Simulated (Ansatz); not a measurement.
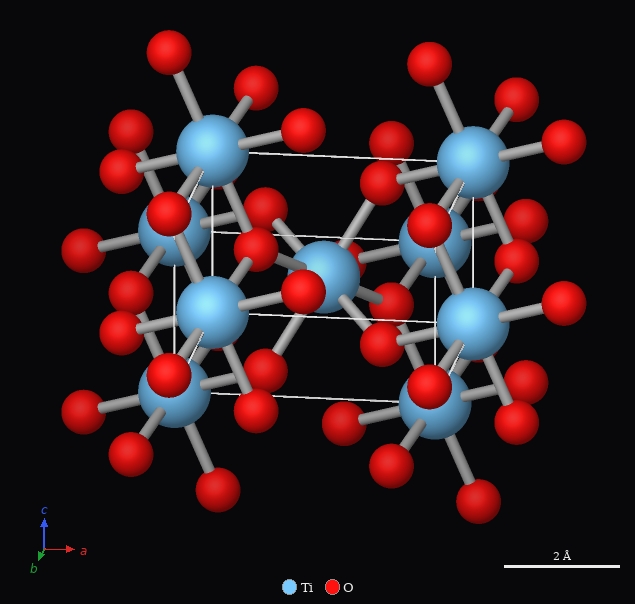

View from a general direction, drawn as a ball-and-stick model. Atoms at the boundary of the conventional unit cell (the box) are drawn once for each face, edge or corner they touch. Some atoms of the next cells are drawn as well.

- The solid is TiO2.
- Its lattice is primitive tetragonal, its space group P4_2/mnm (No. 136).
- Among the common structure types it is rutile.
- Counting shared atoms by their share gives 2 Ti, 4 O, or 6 atoms.
- About every Ti there are six O in a distorted octahedral arrangement at about 2.0 Å. The coordination shell of O holds three Ti at about 2.0 Å. Not all metal-metal contacts are counted.
- The bonds build a three-dimensional framework.

Origin of the cell: a structure listed in the Materials Project. Earlier steps of the study, as a rule a relaxation of our own, may have changed the cell and positions, so they can lie some per cent off the listed ones. Ansatz was used for an electronic-structure calculation on it.

At this level of theory the run's own cell isn't at rest (compressed, at 8 GPa), so its distances can differ from those at equilibrium, the more so the softer the solid.
